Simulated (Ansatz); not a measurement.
The compound is ZnSe (space group Fm-3m, No. 225), taken as the end point of a relaxation with DFT, PBE, PAW with Ansatz's default frozen-core files, scalar-relativistic in Ansatz 0.2.0; the starting structure was generated, so it need not be a known form of this composition.

```
Zn Se
1.0
     5.36723    0.00000    0.00000
     0.00000    5.36723    0.00000
     0.00000    0.00000    5.36723
Zn Se
4 4
Direct
  0.00000 0.00000 0.00000
  0.00000 0.50000 0.50000
  0.50000 0.00000 0.50000
  0.50000 0.50000 0.00000
  0.50000 0.00000 0.00000
  0.50000 0.50000 0.50000
  0.00000 0.00000 0.50000
  0.00000 0.50000 0.00000
```

Describe the stacking along [111], with columns A (0, 0), B (1/3, 2/3), C (2/3, 1/3) of the hexagonal mesh spanned by (a − b)/2 and (b − c)/2.

Zn(A) – Se(C) – Zn(B) – Se(A) – Zn(C) – Se(B) (six layers in 9.30 Å).

Se layers alone: CAB, the cubic close-packed type.

Zn: three octahedral sites (per hexagonal cell).

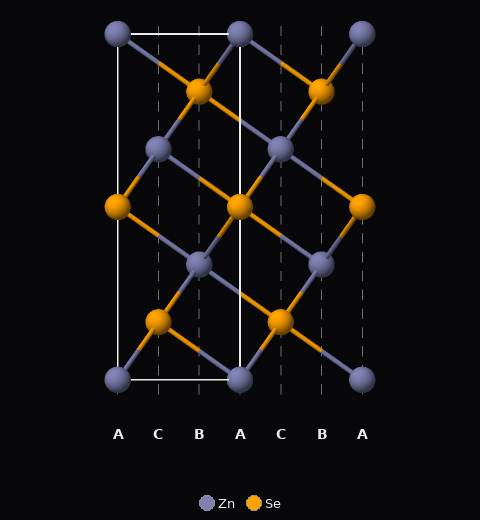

Projection along an edge of the hexagonal mesh, stacking direction [111] upwards. The dashed lines mark the three columns A (0, 0), B (1/3, 2/3) and C (2/3, 1/3). The box is the hexagonal cell of the face-centred cubic lattice. The sequence starts with the first layer at or above the cell's origin.
